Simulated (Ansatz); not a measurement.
## Electronic structure of SiC$_{3}$ in real space

Input file:

```
crystal:
  lattice:
    - [5.609991682, 0.0, 0.0]
    - [0.0, 5.609991682, 0.0]
    - [0.0, 0.0, 3.0562322163]
  atoms:
    - { symbol: Si, position: [0.5, 0.5, 0.0] }
    - { symbol: C, position: [0.0, 0.0, 0.7865571748] }
    - { symbol: C, position: [0.0, 0.0, 0.2134428252] }
    - { symbol: C, position: [0.5, 0.5, 0.5] }
basis:
  ecutwfc: 420
kpoints:
  mp_grid: { grid: [6, 6, 10] }
hamiltonian:
  xc: pbe
scf:
  occupations: { method: gaussian, width: 0.02 }
output:
  forces: true
  stress: true
  eigenvalues: true
  write_density: true
  write_potential: true
  elf: true
  volumetric_format: npy
relax:
  adjacent_minimum: "off"
  f_tol: 0.01
  max_steps: 80
  cell: { stress_tol: 0.05 }
```

Run with:

```sh
ansatz run input.yaml --threads 1 --pin off --max-ram 2560MiB --backend cpu --events-out ev --progress --plain --runs-dir out
```

Below, planes, directions and counts refer to the conventional cell (a = 5.61 Å, b = 5.61 Å, c = 3.06 Å, α = 90.00°, β = 90.00°, γ = 90.00°).

The fields are those of the run's last geometry, not of the input's.

Space group P4/mmm; a structure generated by program, which may or may not match a known phase.

Method: DFT PBE, scalar-relativistic, plane waves, PAW (Ansatz 0.2.0).

In a PAW calculation such maps are meaningful between the atoms, not at the nuclei.

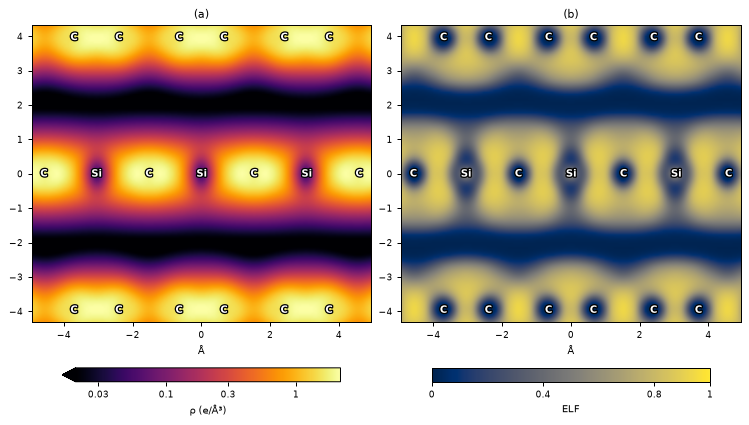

Figure 1. (a) valence electron density; (b) electron localisation function on the (110) plane of the conventional cell.

### What do the fields say about this system?

The plane passes through Si and C nuclei. C–C (1.30 Å): the density is about 2.2 e/Å³ at the midpoint; the ELF peaks at about 0.80 between the atoms (inside overlapping PAW spheres, so only a guide) (a multiple bond). Si–C (1.53 Å): ρ at the midpoint is about 1.4 e/Å³; the ELF peaks at about 0.85 between the atoms: a covalent bond. Between the atoms the lowest density in this plane is 0.02 e/Å³.

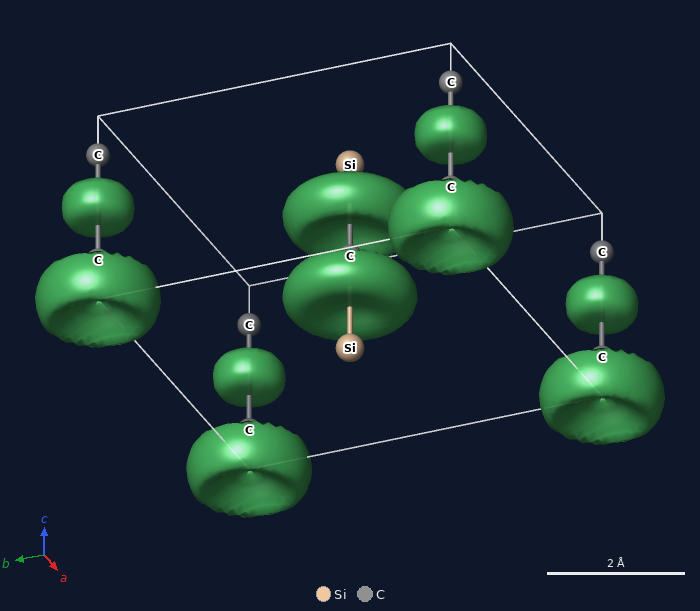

Figure 2. Isosurface of the ELF at 0.8 (green), seen at an oblique angle. Core shells and regions of very low density are left out. Sticks mark near contacts.

### Where are the electrons localised?

The ELF exceeds this value in two regions between bonded C–C atoms (shared pairs) and two regions between bonded C–Si atoms (shared pairs), counted in one cell of 4 atoms. Any copies at cell faces, edges or corners count once.

### Does the calculation give a band gap?

It is gapped, with a Kohn–Sham gap of 1.1 eV on the k-point mesh, an upper bound to the gap of this method.
